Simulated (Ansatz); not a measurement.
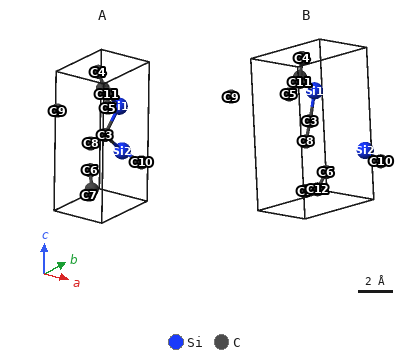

Two geometries of a crystal of SiC$_{5}$ (a generated structure, set up in P1) (coarse preliminary run), drawn at one scale. One is the start of a relaxation, the other its converged end. A ball-and-stick model of the cell of the calculation, seen from a free direction.

The calculation used DFT PBE, scalar-relativistic, plane waves, PAW in Ansatz 0.2.0. (plane-wave cutoff 420 eV; k-point mesh 4 × 4 × 2; occupations gaussian; smearing width 0.1 eV; no spin polarisation; cell and atoms relaxed; force threshold 0.04 eV/Å; at most 70 steps)

**Which of the two is the end point?**

Structure B is the relaxed one. Si1 moves most relative to the cell: 1.53 Å along [−2 −3 1]. Largest moves by element: Si 1.53 Å, C 1.44 Å. The volume changes by +25.4 %, with a 3.791 → 3.266 Å (−13.8 %), b 4.033 → 5.454 Å (+35.2 %), c 8.642 → 9.658 Å (+11.7 %), α 83.6° → 93.7°, β 88.9° → 89.6°, γ 89.9° → 73.6°. Among the contacts that change: Si1–C8 2.119 → 5.332 Å, Si2–C3 2.141 → 4.753 Å, Si1–Si2 2.979 → 5.570 Å, Si1–C5 2.360 → 2.867 Å. Bond angles that change, for instance: Si1–C9–C5 84.2° → 122.0°, Si1–C3–C8 136.4° → 174.2°, C10–Si2–C10 154.6° → 122.0°. The space group stays P1 (No. 1). After 25 accepted moves (32 points after the start) the energy has fallen by 244 meV per atom. Largest force component: 2.1 eV/Å at the start, 0.03 eV/Å at the end. Pressure: −0.55 GPa at the start and 0.04 GPa at the end. The line search rejected the trial steps at points 3, 10, 13, 28 of the run. The SCF was repeated 3 times at an unchanged geometry on a basis and grid sized afresh for the cell, which shifted the energy by 35.4 meV per atom at most. The run took 6.5 min on 1 thread of Intel(R) Xeon(R) Processor @ 2.70GHz (shared host), peak memory 0.43 GiB.

Limits of the set-up: the k-point mesh is coarse for a cell with partly filled bands.
